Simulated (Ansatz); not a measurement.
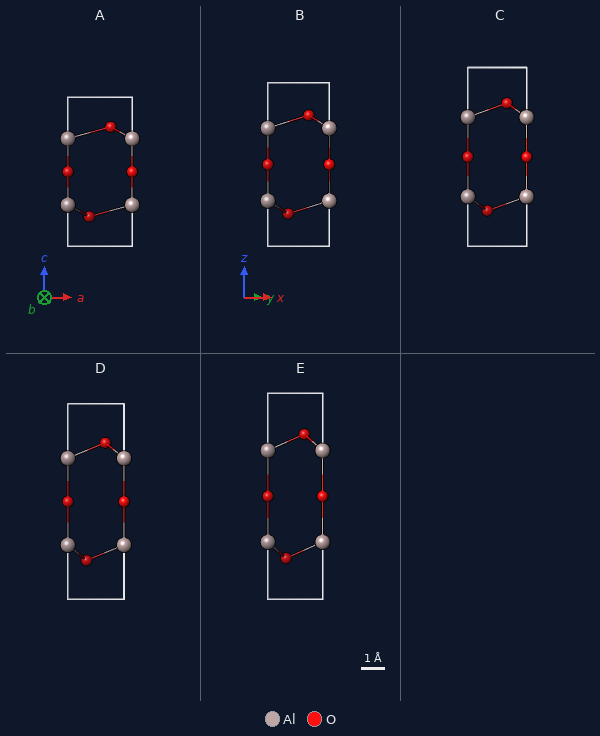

A scan of solid Al2O3 (P-3m1) along one coordinate. x, y and z are the Cartesian axes of the input. The picture is a ball-and-stick view of the cell of the calculation, seen along the b axis.

The calculation used DFT r2SCAN, scalar-relativistic, plane waves, PAW (Ansatz). (plane-wave cutoff 500 eV; k-point mesh 12 × 12 × 4; occupations gaussian; smearing width 0.05 eV; no spin polarisation). Energies (free energies at the smearing named) are counted from the cell as listed in its source, which wasn't relaxed.

Which coordinate changes from frame to frame?

Answer. The ratio of the cell's length along z to its lengths across, counted as 1 for the reference, is changed at fixed volume (a c/a path), with the atoms kept at their fractional coordinates. In the frames the relative ratio is 0.80 (A), 0.92 (B), 1.05 (C), 1.20 (D), 1.30 (E). Their energies are 679 meV/atom, 83 meV/atom, 29 meV/atom, 356 meV/atom, 689 meV/atom.

Limits of the set-up: layers or molecules are held without a dispersion correction, so their spacing is unreliable.
